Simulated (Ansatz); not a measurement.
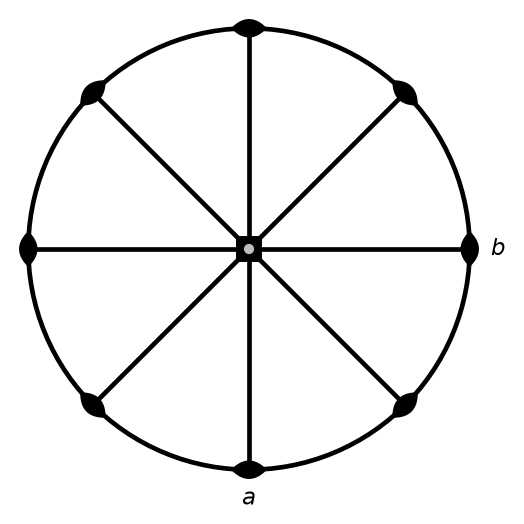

Stereographic projection: heavy lines are mirror planes (a heavy rim: a mirror in the plane of the page); lens, triangle, square and hexagon are 2-, 3-, 4- and 6-fold axes, a lens in an open square is −4, a triangle in an open hexagon −6; thin dashed diameters join the ends of axes that lie in the page; a small open circle marks inversion. The c axis points at the viewer. Computed from the symmetry operations of a computed or model structure of composition HfO2.

**Name the crystal class.**

4/mmm (D4h), order 16, tetragonal system: one fourfold axis, four twofold axes, five mirror planes, an inversion centre.

**Which physical properties does it allow?**

It is centrosymmetric, so neither piezoelectric nor pyroelectric; it is not chiral.
